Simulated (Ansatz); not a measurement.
Read the following structure.

```yaml
crystal:
  lattice:
    - [2.58027, 0.00000, 0.00000]
    - [0.00000, 2.58027, 0.00000]
    - [0.00000, 0.00000, 2.58027]
  atoms:
    - { symbol: Co, position: [0.00000, 0.00000, 0.00000] }
    - { symbol: Co, position: [0.50000, 0.50000, 0.50000] }
```

> Interpret the file: composition, symmetry and coordination.

The element is cobalt. It is body-centred cubic, space group Im-3m (No. 229). Prototype: body-centred cubic (W type). The cell holds two atoms. The Co atoms are each bonded to eight Co in a cubic arrangement at 2.23 Å. Not all metal-metal contacts are counted. The bonds build a three-dimensional framework.

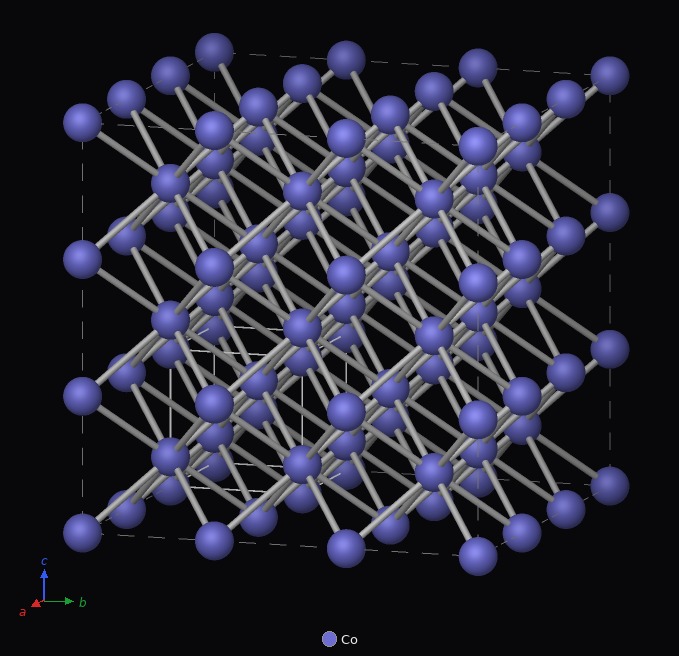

The figure gives a ball-and-stick picture of the atoms, viewed slightly off an axis. The drawing covers 3×3×3 cells, and the solid lines enclose one conventional unit cell. Colours: cobalt blue.

It derives from a structure listed in the Materials Project. The cell was then strained or its atoms displaced on purpose. It went into a calculation with Ansatz.

At this level of theory the cell isn't at rest (compressed, at 95 GPa), so its distances can differ from those at equilibrium, the more so the softer the solid.
